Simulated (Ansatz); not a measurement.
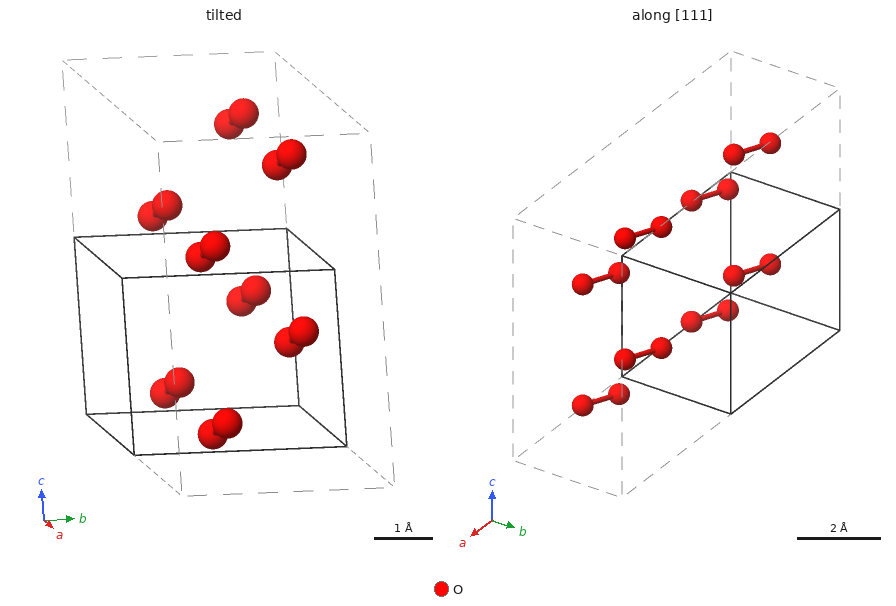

Structure drawing (ball-and-stick), viewed slightly off an axis and along [111]. A 2×1×2 array of cells is drawn; the conventional unit cell has the solid edges. Cell: a = 3.892 Å, b = 3.789 Å, c = 3.117 Å, α = 90.00°, β = 108.65°, γ = 90.00°.

- The element is oxygen.
- The structure has P2/c (No. 13) symmetry and a primitive monoclinic lattice.
- The cell holds four atoms.
- Each O has one O at about 1.2 Å.
- The bonds build separate O2 groups.

The initial geometry was a structure listed in the Materials Project. Earlier steps of the study may have refined or changed the cell and positions. Ansatz was used for an electronic-structure calculation on it.

At this level of theory the cell isn't at rest (forces up to 1.2 eV/Å), so its distances can differ from those at equilibrium, the more so the softer the solid.
